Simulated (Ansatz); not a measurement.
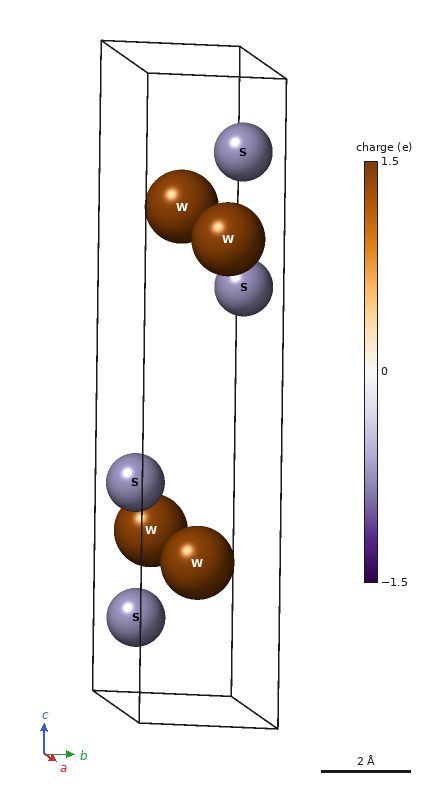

Crystal structure, spheres-only style, seen slightly off an axis. The parallelepiped is the simulation cell. The atoms of this WS$_{2}$ cell are coloured by their Bader charge.

Run with DFT PBE, scalar-relativistic, plane waves, PAW in Ansatz 0.2.0 and these settings: an energy cutoff of 420 eV, a 10×10×2 k-point grid, Gaussian smearing of 0.02 eV, no spin polarisation.

Q: Which atoms are positive and which negative?

A: Most positive: W; most negative: S. Charges: about W +1.4 e; S -0.7 e. The transfer is large, as in an ionic solid.

Provenance: a structure type filled with these elements by a generator (whether the compound takes this form wasn't checked). Earlier steps of the study may have refined or changed the cell and positions. It was run through Ansatz as a DFT input.
